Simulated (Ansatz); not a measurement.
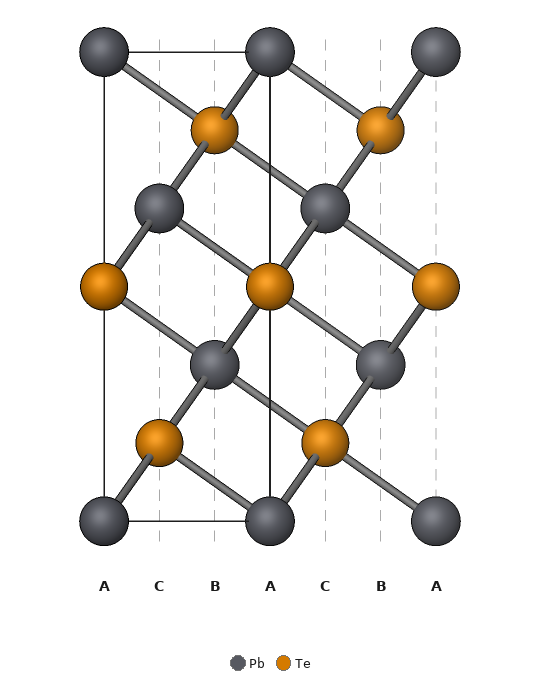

The picture looks along a close-packed row of the hexagonal mesh; [111] points upwards. The dashed lines mark the three columns A (0, 0), B (1/3, 2/3) and C (2/3, 1/3). The box is the hexagonal cell of the face-centred cubic lattice. The sequence starts with the first layer at or above the cell's origin.

The compound is TePb, taken as coordinates from a relaxation with Ansatz, DFT, r2SCAN, plane waves, PAW; the starting structure was generated, so it need not be a known form of this composition.

Read off the stacking sequence over one period.

Answer. Pb(A) – Te(C) – Pb(B) – Te(A) – Pb(C) – Te(B) (six layers in 11.32 Å).

How are the Te layers alone stacked?

Answer. Te layers alone: CAB, the cubic close-packed type.

Which positions between or in the Te layers do the other atoms fill?

Answer. Pb: three octahedral sites in each hexagonal cell.
